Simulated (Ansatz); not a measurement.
## Geometry relaxation, with input and output: SiO$_{2}$ (part 2 of 3)

SiO$_{2}$ (I-42d, 6 atoms in the cell); DFT r2SCAN, scalar-relativistic, plane waves, PAW, no spin polarisation (Ansatz 0.2.0); cutoff 200 eV, 8×8×8 k-mesh, Gaussian smearing of 0.02 eV. The structure derives from an entry of the Crystallography Open Database. The run did not end well. It belongs to a series of runs on one base structure; here: relaxed ecut: 200 eV. The run did not end well; see the last part.

Geometry of the input (Å; fractional positions):
```
-2.3740  2.3740  3.7440
2.3740  -2.3740  3.7440
2.3740  2.3740  -3.7440
Si 0.0000  0.0000  0.0000
Si 0.7500  0.2500  0.5000
O  0.9984  0.6250  0.8734
O  0.3750  0.2484  0.3734
O  0.7516  0.1250  0.1266
O  0.8750  0.0016  0.6266
```

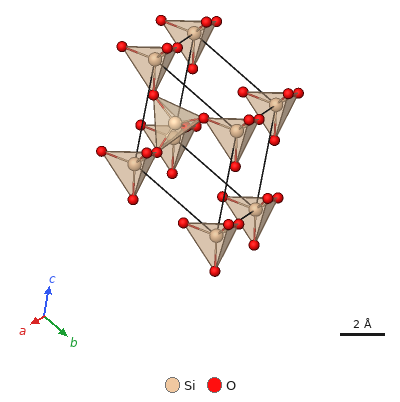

Figure 1. The geometry at step 49 of the log (polyhedral view of the cell of the calculation, seen slightly off an axis; polyhedra are completed across the faces of the cell).

Output, continued
```
relax step  37: F+E_penalty+E_count = -3533.07877557 eV  Δ(F+E_penalty+E_count) = +2.516e-1 eV  max|allowed force component| = 2.013e-3 eV/Å  Δτ_max = 0.0046 Å  P = -0.005 GPa  Ω = 87.952 Å³  energy of the carried Pulay correction = -2.532e-1 eV  (4 SCF iters, dr2 threshold 6.00e-7 eV, accepted)
SCF 38 converged in 6 iterations: F = -3533.300032 eV  dr2 = 2.80e-11
relax step  38: F+E_penalty+E_count = -3533.30003198 eV  Δ(F+E_penalty+E_count) = -2.213e-1 eV  max|allowed force component| = 1.068e-2 eV/Å  Δτ_max = 0.0000 Å  P = +0.450 GPa  Ω = 87.952 Å³  stress off target by 1.01e0 GPa  SCF on the basis re-selected at this cell (its energy is not comparable with the rows above)  (6 SCF iters)
SCF 39 converged in 4 iterations: F = -3533.116113 eV  dr2 = 1.41e-7
relax step  39: F+E_penalty+E_count = -3533.11611260 eV  Δ(F+E_penalty+E_count) = +1.839e-1 eV  max|allowed force component| = 2.850e-4 eV/Å  Δτ_max = 0.0023 Å  P = -0.012 GPa  Ω = 88.139 Å³  energy of the carried Pulay correction = -1.853e-1 eV  (4 SCF iters, dr2 threshold 6.00e-7 eV, accepted)
SCF 40 converged in 7 iterations: F = -3533.316148 eV  dr2 = 7.09e-13
relax step  40: F+E_penalty+E_count = -3533.31614787 eV  Δ(F+E_penalty+E_count) = -2.000e-1 eV  max|allowed force component| = 2.066e-3 eV/Å  Δτ_max = 0.0000 Å  P = +0.307 GPa  Ω = 88.139 Å³  stress off target by 8.19e-1 GPa  SCF on the basis re-selected at this cell (its energy is not comparable with the rows above)  (7 SCF iters)
SCF 41 converged in 4 iterations: F = -3533.162029 eV  dr2 = 1.89e-7
relax step  41: F+E_penalty+E_count = -3533.16202932 eV  Δ(F+E_penalty+E_count) = +1.541e-1 eV  max|allowed force component| = 1.292e-3 eV/Å  Δτ_max = 0.0030 Å  P = -0.005 GPa  Ω = 88.296 Å³  energy of the carried Pulay correction = -1.553e-1 eV  (4 SCF iters, dr2 threshold 6.00e-7 eV, accepted)
SCF 42 converged in 7 iterations: F = -3533.349412 eV  dr2 = 1.22e-12
relax step  42: F+E_penalty+E_count = -3533.34941167 eV  Δ(F+E_penalty+E_count) = -1.874e-1 eV  max|allowed force component| = 3.632e-3 eV/Å  Δτ_max = 0.0000 Å  P = +0.242 GPa  Ω = 88.296 Å³  stress off target by 7.00e-1 GPa  SCF on the basis re-selected at this cell (its energy is not comparable with the rows above)  (7 SCF iters)
SCF 43 converged in 4 iterations: F = -3533.222867 eV  dr2 = 1.50e-7
relax step  43: F+E_penalty+E_count = -3533.22286719 eV  Δ(F+E_penalty+E_count) = +1.265e-1 eV  max|allowed force component| = 1.904e-3 eV/Å  Δτ_max = 0.0027 Å  P = -0.003 GPa  Ω = 88.426 Å³  energy of the carried Pulay correction = -1.274e-1 eV  (4 SCF iters, dr2 threshold 6.00e-7 eV, accepted)
SCF 44 converged in 7 iterations: F = -3533.377750 eV  dr2 = 1.91e-12
relax step  44: F+E_penalty+E_count = -3533.37775002 eV  Δ(F+E_penalty+E_count) = -1.549e-1 eV  max|allowed force component| = 3.833e-3 eV/Å  Δτ_max = 0.0000 Å  P = +0.232 GPa  Ω = 88.426 Å³  stress off target by 6.71e-1 GPa  SCF on the basis re-selected at this cell (its energy is not comparable with the rows above)  (7 SCF iters)
SCF 45 converged in 4 iterations: F = -3533.273845 eV  dr2 = 7.96e-8
relax step  45: F+E_penalty+E_count = -3533.27384501 eV  Δ(F+E_penalty+E_count) = +1.039e-1 eV  max|allowed force component| = 1.181e-4 eV/Å  Δτ_max = 0.0018 Å  P = +0.005 GPa  Ω = 88.532 Å³  energy of the carried Pulay correction = -1.047e-1 eV  (4 SCF iters, dr2 threshold 6.00e-7 eV, accepted)
SCF 46 converged in 6 iterations: F = -3533.352548 eV  dr2 = 1.05e-12
relax step  46: F+E_penalty+E_count = -3533.35254802 eV  Δ(F+E_penalty+E_count) = -7.870e-2 eV  max|allowed force component| = 8.646e-4 eV/Å  Δτ_max = 0.0000 Å  P = +0.211 GPa  Ω = 88.532 Å³  stress off target by 6.09e-1 GPa  SCF on the basis re-selected at this cell (its energy is not comparable with the rows above)  (6 SCF iters)
SCF 47 converged in 4 iterations: F = -3533.236090 eV  dr2 = 1.29e-7
relax step  47: F+E_penalty+E_count = -3533.23609030 eV  Δ(F+E_penalty+E_count) = +1.165e-1 eV  max|allowed force component| = 1.492e-4 eV/Å  Δτ_max = 0.0025 Å  P = -0.013 GPa  Ω = 88.651 Å³  energy of the carried Pulay correction = -1.171e-1 eV  (4 SCF iters, dr2 threshold 6.00e-7 eV, accepted)
SCF 48 converged in 6 iterations: F = -3533.388945 eV  dr2 = 1.37e-11
relax step  48: F+E_penalty+E_count = -3533.38894501 eV  Δ(F+E_penalty+E_count) = -1.529e-1 eV  max|allowed force component| = 4.316e-3 eV/Å  Δτ_max = 0.0000 Å  P = +0.183 GPa  Ω = 88.651 Å³  stress off target by 5.31e-1 GPa  SCF on the basis re-selected at this cell (its energy is not comparable with the rows above)  (6 SCF iters)
SCF 49 converged in 4 iterations: F = -3533.318015 eV  dr2 = 2.63e-8
relax step  49: F+E_penalty+E_count = -3533.31801485 eV  Δ(F+E_penalty+E_count) = +7.093e-2 eV  max|allowed force component| = 9.235e-5 eV/Å  Δτ_max = 0.0009 Å  P = +0.005 GPa  Ω = 88.724 Å³  energy of the carried Pulay correction = -7.143e-2 eV  (4 SCF iters, dr2 threshold 6.00e-7 eV, accepted)
SCF 50 converged in 6 iterations: F = -3533.338810 eV  dr2 = 7.33e-12
relax step  50: F+E_penalty+E_count = -3533.33880986 eV  Δ(F+E_penalty+E_count) = -2.080e-2 eV  max|allowed force component| = 2.059e-3 eV/Å  Δτ_max = 0.0000 Å  P = +0.144 GPa  Ω = 88.724 Å³  stress off target by 5.00e-1 GPa  SCF on the basis re-selected at this cell (its energy is not comparable with the rows above)  (6 SCF iters)
SCF 51 converged in 4 iterations: F = -3533.276824 eV  dr2 = 2.39e-8
relax step  51: F+E_penalty+E_count = -3533.27682366 eV  Δ(F+E_penalty+E_count) = +6.199e-2 eV  max|allowed force component| = 1.289e-3 eV/Å  Δτ_max = 0.0009 Å  P = -0.004 GPa  Ω = 88.788 Å³  energy of the carried Pulay correction = -6.241e-2 eV  (4 SCF iters, dr2 threshold 6.00e-7 eV, accepted)
SCF 52 converged in 5 iterations: F = -3533.337231 eV  dr2 = 3.43e-11
relax step  52: F+E_penalty+E_count = -3533.33723106 eV  Δ(F+E_penalty+E_count) = -6.041e-2 eV  max|allowed force component| = 4.221e-3 eV/Å  Δτ_max = 0.0000 Å  P = +0.119 GPa  Ω = 88.788 Å³  stress off target by 4.78e-1 GPa  SCF on the basis re-selected at this cell (its energy is not comparable with the rows above)  (5 SCF iters)
SCF 53 converged in 3 iterations: F = -3533.297363 eV  dr2 = 4.78e-7
relax step  53: F+E_penalty+E_count = -3533.29736335 eV  Δ(F+E_penalty+E_count) = +3.987e-2 eV  max|allowed force component| = 6.781e-4 eV/Å  Δτ_max = 0.0003 Å  P = +0.008 GPa  Ω = 88.829 Å³  energy of the carried Pulay correction = -4.022e-2 eV  (3 SCF iters, dr2 threshold 5.72e-7 eV, accepted)
SCF 54 converged in 5 iterations: F = -3533.355667 eV  dr2 = 2.16e-11
relax step  54: F+E_penalty+E_count = -3533.35566710 eV  Δ(F+E_penalty+E_count) = -5.830e-2 eV  max|allowed force component| = 3.331e-3 eV/Å  Δτ_max = 0.0000 Å  P = +0.094 GPa  Ω = 88.829 Å³  stress off target by 4.53e-1 GPa  SCF on the basis re-selected at this cell (its energy is not comparable with the rows above)  (5 SCF iters)
SCF 55 converged in 3 iterations: F = -3533.321485 eV  dr2 = 3.78e-7
relax step  55: F+E_penalty+E_count = -3533.32148498 eV  Δ(F+E_penalty+E_count) = +3.418e-2 eV  max|allowed force component| = 2.252e-4 eV/Å  Δτ_max = 0.0003 Å  P = -0.000 GPa  Ω = 88.864 Å³  energy of the carried Pulay correction = -3.447e-2 eV  (3 SCF iters, dr2 threshold 5.12e-7 eV, accepted)
SCF 56 converged in 6 iterations: F = -3533.393600 eV  dr2 = 7.40e-13
relax step  56: F+E_penalty+E_count = -3533.39360038 eV  Δ(F+E_penalty+E_count) = -7.212e-2 eV  max|allowed force component| = 1.891e-3 eV/Å  Δτ_max = 0.0000 Å  P = +0.060 GPa  Ω = 88.864 Å³  stress off target by 4.11e-1 GPa  SCF on the basis re-selected at this cell (its energy is not comparable with the rows above)  (6 SCF iters)
SCF 57 converged in 3 iterations: F = -3533.365834 eV  dr2 = 2.86e-7
relax step  57: F+E_penalty+E_count = -3533.36583449 eV  Δ(F+E_penalty+E_count) = +2.777e-2 eV  max|allowed force component| = 3.783e-3 eV/Å  Δτ_max = 0.0003 Å  P = -0.008 GPa  Ω = 88.892 Å³  energy of the carried Pulay correction = -2.798e-2 eV  (3 SCF iters, dr2 threshold 4.22e-7 eV, accepted)
SCF 58 converged in 5 iterations: F = -3533.399487 eV  dr2 = 1.90e-11
relax step  58: F+E_penalty+E_count = -3533.39948694 eV  Δ(F+E_penalty+E_count) = -3.365e-2 eV  max|allowed force component| = 2.514e-3 eV/Å  Δτ_max = 0.0000 Å  P = +0.031 GPa  Ω = 88.892 Å³  stress off target by 3.77e-1 GPa  SCF on the basis re-selected at this cell (its energy is not comparable with the rows above)  (5 SCF iters)
SCF 59 converged in 4 iterations: F = -3533.358651 eV  dr2 = 2.51e-8
relax step  59: F+E_penalty+E_count = -3533.35865098 eV  Δ(F+E_penalty+E_count) = +4.084e-2 eV  max|allowed force component| = 1.109e-3 eV/Å  Δτ_max = 0.0017 Å  P = +0.006 GPa  Ω = 88.934 Å³  energy of the carried Pulay correction = -4.101e-2 eV  (4 SCF iters, dr2 threshold 3.55e-7 eV, accepted)
iter 1 solved again at ethr=3.09e-7 eV; its pass at ethr=3.10e-3 eV (dr2=9.89e-5 eV) is discarded
SCF iter   1: F=—  HF=-3533.385129 eV  |F-HF|=—  |Δ(HF+E_count)|=         —  Δρ=1.84e-4  dr2=8.56e-6  dr2_τ=3.94e-6  ethr=3.09e-7  ⟨swp⟩=3.5  Hψ=10789  notcnv=0
preconditioner: auto → none  [insulator: Δε(μ)=5.857 eV  Ē_g=17.791 eV  σ=0.020 eV  W_gap=1.00  n_scr=14 (ndim 8)  ℏωp=22.3 eV  f_vac=0.222  D(μ)=0.00/eV (n_scr^D=0)  ε∞_Penn≈2.6]
SCF iter   2: F=—  HF=-3533.385133 eV  |F-HF|=—  |Δ(HF+E_count)|=   4.37e-6  Δρ=7.94e-5  dr2=1.20e-6  dr2_τ=5.95e-7  ethr=2.67e-8  ⟨swp⟩=2.0  Hψ=2006  notcnv=0
SCF iter   3: F=—  HF=-3533.385134 eV  |F-HF|=—  |Δ(HF+E_count)|=   3.42e-7  Δρ=3.23e-5  dr2=1.63e-7  dr2_τ=9.48e-8  ethr=3.76e-9  ⟨swp⟩=2.0  Hψ=2117  notcnv=0
SCF iter   4: F=—  HF=-3533.385134 eV  |F-HF|=—  |Δ(HF+E_count)|=   3.31e-7  Δρ=1.69e-6  dr2=7.55e-10  dr2_τ=1.90e-10  ethr=5.11e-10  ⟨swp⟩=2.6  Hψ=2113  notcnv=0
SCF iter   5: F=-3533.385134 eV  HF=-3533.385134 eV  |F-HF|=2.73e-12  |Δ(HF+E_count)|=   1.58e-9  Δρ=1.64e-7  dr2=1.63e-11  dr2_τ=2.38e-12  ethr=1.00e-12  ⟨swp⟩=5.2  Hψ=5096  notcnv=0
SCF 60 converged in 5 iterations: F = -3533.385134 eV  dr2 = 1.63e-11
relax step  60: F+E_penalty+E_count = -3533.38513405 eV  Δ(F+E_penalty+E_count) = -2.648e-2 eV  max|allowed force component| = 1.124e-3 eV/Å  Δτ_max = 0.0000 Å  P = +0.043 GPa  Ω = 88.934 Å³  stress off target by 3.08e-1 GPa  SCF on the basis re-selected at this cell (its energy is not comparable with the rows above)  (5 SCF iters)
```

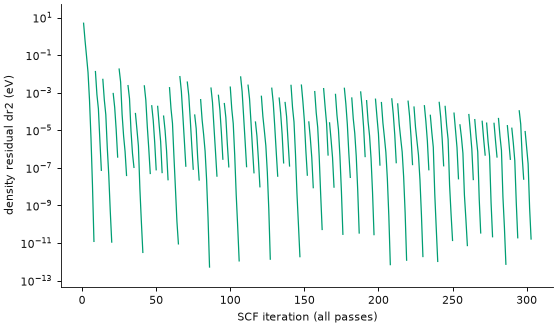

Figure 2. Convergence of the self-consistent field: density residual dr2 against the SCF iteration. The dotted lines part the SCF passes of the relaxation: geometry steps, rejected trials and re-solves on a re-selected basis. The 60 passes take 3 to 8 iterations each, 303 in all.

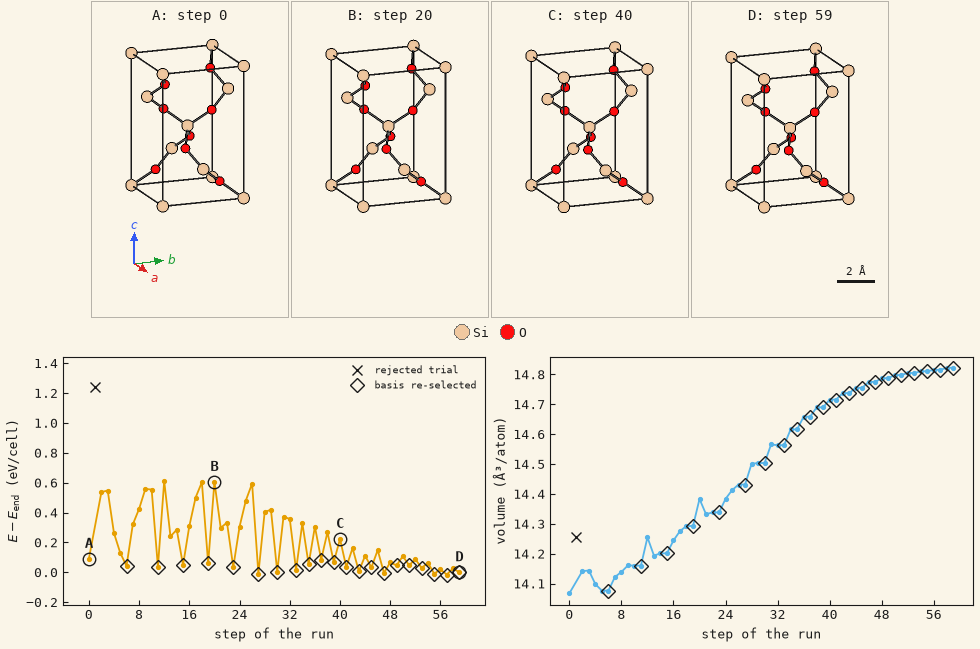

Figure 3. Frames of the relaxation (ball-and-stick view of the cell 2 times as large as that of the calculation, set on its symmetry axes, seen slightly off an axis) above the curves, on which the letters mark them (the first geometry is step 0 here and step 1 in the log).

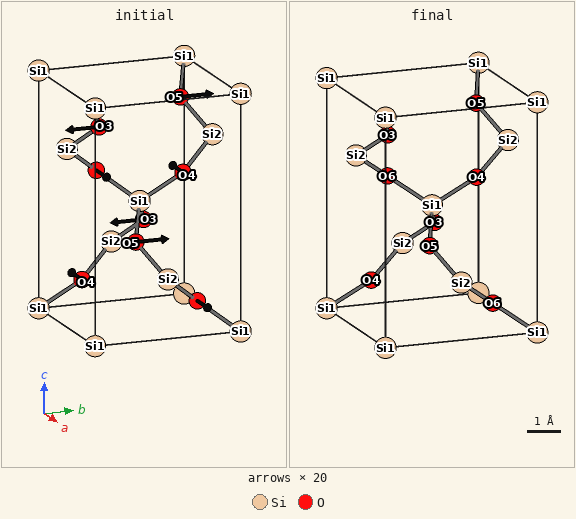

Figure 4. Before (left) and after (right) the relaxation, at one scale (ball-and-stick view of the cell 2 times as large as that of the calculation, set on its symmetry axes, seen slightly off an axis). The black arrows give the displacements (without the part carried along by the change of the cell), magnified 20 times. The relaxation stopped without meeting its thresholds, so the last structure isn't shown to be converged. The largest moves relative to the cell, 0.055 Å, are those of O3, O4, O5 and O6. Si stays in place. The volume changes by +5.4 %, with a = b 4.748 → 4.953 Å (+4.3 %), c 7.488 → 7.251 Å (−3.2 %). Distances before and after: Si1–O3 1.621 → 1.632 Å. Among the angles that change: O3–Si2–O5 109.5° → 112.5°, Si1–O3–Si2 137.6° → 140.2°. The space group stays I-42d (No. 122). After 38 geometry steps the energy has fallen by 63.5 meV per cell of the calculation. Largest force component: 0.17 eV/Å at the start, 0.0011 eV/Å at the end. The pressure goes from 2.93 to 0.04 GPa. The line search rejected the trial step at point 1 (counted from 0) and went back. 20 further SCFs at an unchanged geometry re-selected the plane-wave basis for the new cell. The energy change given includes the shifts at the re-selections in mid-walk, which come without any move. A last SCF at the same geometry on a re-selected plane-wave basis shifts the energy by −26.5 meV per cell of the calculation. (Atoms are counted from 1 in the order of the input.)

```
basis re-selected at this cell: Δ(F+E_penalty+E_count) = -2.648e-2 eV, ΔP = +0.037 GPa vs the last step (what re-selecting the basis moved, of the pressure what is left beyond the Pulay correction that the steps carried, after the strain that the cell walked since its last selection, with what the two solves' SCF thresholds leave and, on support functions, any second-order correction that the steps lacked; it is no measure of the basis error at this ecutwfc). This SCF's stress stands 3.08e-1 GPa from its target on what of the cell is left free (relax.cell.stress_tol is 5.00e-2 GPa) and its largest allowed force component is 1.12e-3 eV/Å (relax.f_tol is 1.00e-2 eV/Å): not within both, so this SCF does not close the relaxation
Step failed. What follows is not a result of the run: it is the report of the last solve that finished, which converged after 5 SCF iterations.
Free energy (F): -3533.385134 eV
Harris-Foulkes:  -3533.385134 eV  (|F-HF|=2.73e-12)
Internal energy: -3533.385134 eV  (E = F + TS)
E sigma→0 (E₀):  -3533.385134 eV
Fermi energy:    3.574052 eV
--- Per-component energies (eV) ---
  E_band       = -213.512486
  E_kinetic    = 861.350034
  E_local      = -2219.765661  (includes V_loc(G=0)·N_el)
  E_nonlocal   = 175.460291
  E_hartree    = 810.343488
  E_xc         = -419.090847
  E_vxc        = -558.086012  (∫ρ·V_xc dr)
  E_paw        = -1658.404796  (= ΣΔE_a)
  E_vpaw       = -129.254428  (= ΣTr[D̂ρ^β])
  E_aug_tail   = 0.074610  (compensation charges beyond the density's cutoff)
  E_vtau       = 36.021866  (kinetic-family band-sum trace: ∫τ·v_τ [+ j·A + Jᵃ·Aᵃ] dr)
  E_ewald      = -1083.071623
  E_core_change = -0.280630  (= ΣΔE_core)
  E_smearing   = -0.000000  (= −TS)
  E_closure    = -0.000000  (closes the sum)
  Σ components = -3533.385134   (vs F -3533.385134, Δ=0.00e0)
--- Forces (eV/Å), atoms counted from 1 ---
  atom   1  Si     0.00000000    -0.00000000     0.00000000
  atom   2  Si    -0.00000000     0.00000000     0.00000000
  atom   3  O     -0.00000000     0.00112408     0.00000000
  atom   4  O      0.00112408     0.00000000     0.00000000
  atom   5  O     -0.00000000    -0.00112408    -0.00000000
  atom   6  O     -0.00112408    -0.00000000    -0.00000000
  max |Σ_I F_I| component: 5.72e-17 eV/Å
--- Stress (GPa, compression-positive) ---
        0.218743       0.000000      -0.000000
        0.000000       0.218743       0.000000
       -0.000000       0.000000      -0.308305
  P = ⅓ Tr σ = 0.0431 GPa (0.431 kbar)
--- Band table (eV; the first three rows and the last of 59) ---
  k-point 0: bands = ["-20.5773", "-18.8085", "-18.8085", "-18.6870", "-8.7683", "-4.9284", "-4.9284", "-4.4950", "-2.1341", "-1.4847", "-0.6350", "-0.6350", "-0.4770", "-0.3341", "0.6461", "0.6461", "6.5019", "9.9451", "12.2074", "12.4276", "12.4276", "13.1910"]
  k-point 1: bands = ["-20.5355", "-18.8980", "-18.8192", "-18.7102", "-8.6472", "-5.1699", "-4.9644", "-4.4798", "-2.2538", "-1.4287", "-1.1943", "-0.9646", "-0.8222", "-0.3040", "0.4959", "0.5538", "6.8772", "10.1389", "11.5806", "12.1554", "12.9144", "12.9161"]
  k-point 2: bands = ["-20.3666", "-19.1167", "-18.8132", "-18.7232", "-8.2181", "-5.5590", "-4.6736", "-4.2751", "-2.3356", "-1.6212", "-1.3168", "-1.1456", "-0.8963", "-0.0956", "0.4698", "0.4929", "7.8715", "10.6429", "11.0895", "11.7241", "12.7530", "13.0964"]
  k-point 58: bands = ["-19.7492", "-19.7492", "-18.8564", "-18.8564", "-6.6981", "-6.6981", "-4.4539", "-4.4539", "-1.8832", "-1.8832", "-1.6774", "-1.6774", "-1.1354", "-1.1354", "0.1789", "0.1789", "9.9530", "9.9530", "11.0174", "11.0174", "12.8387", "12.8387"]
End of that report.
Error: variable-cell relaxation did not converge after 60 `relax_step` rows, as none of its last 21 fresh-basis SCF(s) at a relaxed cell met both thresholds with a finite energy. The last misses `relax.cell.stress_tol`: largest allowed force component 1.12e-3 eV/Å (`relax.f_tol` 1.00e-2 eV/Å), stress off the target on the free part of the cell 3.08e-1 GPa (`relax.cell.stress_tol` 5.00e-2 GPa), F+E_penalty+E_count -3533.38513405 eV. The closest is row 60, whose structure comes with this error. Larger ratio of force or stress to its threshold at each such SCF whose figures are numbers: 32.065, 34.695, 33.141, 36.097, 35.011, 35.880, 30.650, 25.983, 22.650, 20.104, 16.382, 13.998, 13.417, 12.173, 10.625, 9.999, 9.566, 9.053, 8.214, 7.537, 6.167. The dense FFT grid had 24×24×24 points at the cell where the steps before the first such SCF started and at every such SCF. After the last such SCF `relax.max_steps` ran out. If the threshold ratios fall while the rows' cell is stable, continue in a new run from this error's structure with a larger `relax.max_steps`. Ratios that fall only as the cell collapses won't converge, and for ratios that don't fall see `relax.cell`. Where this run's directory can be resumed (`checkpoint.write`), a resume goes on for up to `relax.max_steps` more
  cell:  # Å, volume = 88.9343 Å³
    - [-2.4763979292950897, 2.4763979292950897, 3.625504244825918]
    - [2.4763979292950897, -2.4763979292950897, 3.625504244825918]
    - [2.4763979292950897, 2.4763979292950897, -3.625504244825918]
  atoms:
    - { symbol: Si, position: [2.6640183116750433e-20, 5.708610667874929e-21, 3.2348793784625367e-20] }
    - { symbol: Si, position: [0.7499999999999998, 0.25, 0.49999999999999983] }
    - { symbol: O, position: [0.987183752411823, 0.625, 0.862183752411823] }
    - { symbol: O, position: [0.3749999999999999, 0.2371837524118232, 0.3621837524118231] }
    - { symbol: O, position: [0.7628162475881768, 0.125, 0.13781624758817695] }
    - { symbol: O, position: [0.8749999999999998, 0.012816247588176857, 0.6378162475881766] }
```
